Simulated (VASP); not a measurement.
## Ti: geometry relaxation (part 5 of 5)

Ti (slab, 6 atoms in the cell); Kohn-Sham DFT of a periodic cell, PBE with D3, VASP PAW PBE potentials, recommended, no spin polarisation (VASP 6.6.1); cutoff 520 eV, 10×10×1 k-mesh, Gaussian smearing of 0.05 eV. The structure derives from an entry of the Crystallography Open Database. It belongs to a series of runs on one base structure; here: the (0 0 1) slab of Ti, cut from the database cell, not relaxed.

Geometry of the input (Å; fractional positions):
```
2.9500  0.0000  0.0000
-1.4750  2.5548  0.0000
0.0000  0.0000  26.7150
Ti 0.6667  0.3333  0.2807
Ti 0.3333  0.6667  0.3684
Ti 0.6667  0.3333  0.4561
Ti 0.3333  0.6667  0.5439
Ti 0.6667  0.3333  0.6316
Ti 0.3333  0.6667  0.7193
```

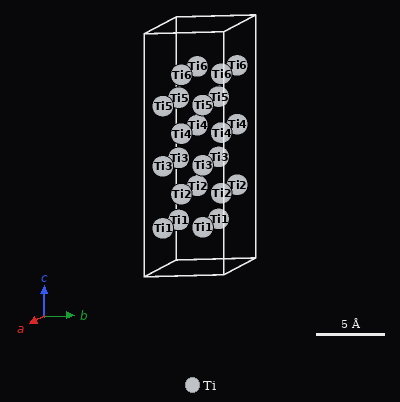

Fig. 1: The geometry at step 16 of the log (spheres-only view of the 2 × 2 repeat of the cell, with the vacuum cut short, seen slightly off an axis; atoms are numbered from 1 in the order of the input).

## Trajectory as extended XYZ, continued
```
6
Lattice="2.9500 0.0000 0.0000 -1.4750 2.5548 0.0000 0.0000 0.0000 26.7150" Properties=species:S:1:pos:R:3:forces:R:3 step=15 energy=-47.26307
Ti    1.4750    0.8516    7.5000    0.0000   0.0000   0.7795
Ti    0.0000    1.7032    9.8430    0.0000   0.0000  -0.5814
Ti    1.4750    0.8516   12.1860    0.0000   0.0000  -0.1857
Ti    0.0000    1.7032   14.4173    0.0000   0.0000  -0.0031
Ti    1.4750    0.8516   16.7379    0.0000   0.0000  -0.0101
Ti    0.0000    1.7032   18.8629    0.0000   0.0000   0.0008
6
Lattice="2.9500 0.0000 0.0000 -1.4750 2.5548 0.0000 0.0000 0.0000 26.7150" Properties=species:S:1:pos:R:3:forces:R:3 step=16 energy=-47.26307
Ti    1.4750    0.8516    7.5000    0.0000   0.0000   0.7791
Ti    0.0000    1.7032    9.8430    0.0000   0.0000  -0.5818
Ti    1.4750    0.8516   12.1860    0.0000   0.0000  -0.1863
Ti    0.0000    1.7032   14.4171    0.0000   0.0000  -0.0071
Ti    1.4750    0.8516   16.7366    0.0000   0.0000   0.0005
Ti    0.0000    1.7032   18.8628    0.0000   0.0000  -0.0044
```

## Summary

```csv
quantity,value
outcome,converged
electrons treated,72
free energy,−47.2631 eV
dispersion energy,−2.1578 eV
Fermi energy,2.320 eV
gap on the k-point mesh,none (metallic)
final volume,201.34 Å³
"largest force (length of the vector) at the end, held atoms and coordinates included",0.779 eV/Å
hardware,"1 thread of Intel Xeon (Granite Rapids), 96 GiB of memory available, shared host"
wall time,26 min
peak memory,0.39 GiB
```
